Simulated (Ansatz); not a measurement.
System: Zn, space group Im-3m (No. 229) (one of a set of cubic test structures, which need not be the stable phase).

Input of one of the runs behind the figure:
```
crystal:
  lattice:
    - [-1.576056474352, 1.576056474352, 1.576056474352]
    - [1.576056474352, -1.576056474352, 1.576056474352]
    - [1.576056474352, 1.576056474352, -1.576056474352]
  atoms:
    - { symbol: Zn, position: [0, 0, 0] }
kpoints:
  mp_grid: { grid: [25, 25, 25] }
hamiltonian:
  xc: pbe
  pseudopotentials:
    kind: paw
    azcp:
      Zn: "pseudopotentials/pbe/paw/ansatz_paw_generated_hard_1/Zn.paw.azcp"
scf:
  occupations: { method: fermi_dirac, width: 0.061225619053 }
  convergence: { dr2_threshold: "1e-9 eV" }
  max_iter: 300
output:
  forces: true
  stress: true
```

Command:
```bash
ansatz run input.yaml --threads 1
```

Calculation (Ansatz 0.2.0 development build): equation of state of a cubic crystal from periodic Kohn-Sham density functional theory without spin, third-order Birch-Murnaghan fit to the free energies; pressure corrected for the finite basis. Level: PBE.

structure type bcc; atoms in cell 1; space group number 229; lattice centring body-centred primitive; k mesh 25×25×25; occupation method Fermi–Dirac; occupation width 0.06123 eV; wave cutoff 700 eV; datasets hard PAW; density tolerance 1e−09 eV; bands 14; density cutoff ratio 4; search for lower states default.

Describe the result: the energy above the lowest point and pressure against volume. The volume takes the values 14.74, 15.05, 15.35, 15.66, 15.97, 16.27 Å³/atom.

A third-order Birch–Murnaghan fit gives V0 = 15.40 Å³/atom, B0 = 64.1 GPa and B′ = 5.3. The energy above the lowest point is 6.180 meV/atom at volume 14.74 Å³/atom and 8.842 meV/atom at 16.27 Å³/atom; the lowest computed point is at volume 15.35 Å³/atom (0.000 meV/atom). The pressure falls from 3.154 GPa at volume 14.74 Å³/atom to −3.061 GPa at 16.27 Å³/atom, and changes sign near 15.40 Å³/atom.

```csv
volume (Å³/atom),energy above the lowest point (meV/atom),pressure (GPa)
14.74,6.180,3.154
15.05,1.674,1.581
15.35,0.000,0.190
15.66,0.830,-1.033
15.97,3.865,-2.113
16.27,8.842,-3.061
```

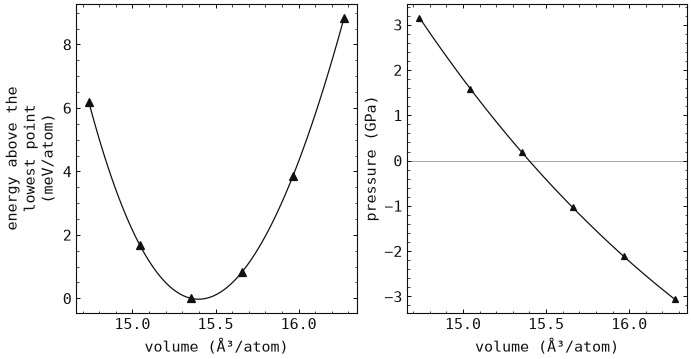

Note: cubic model structure, not the ambient form.
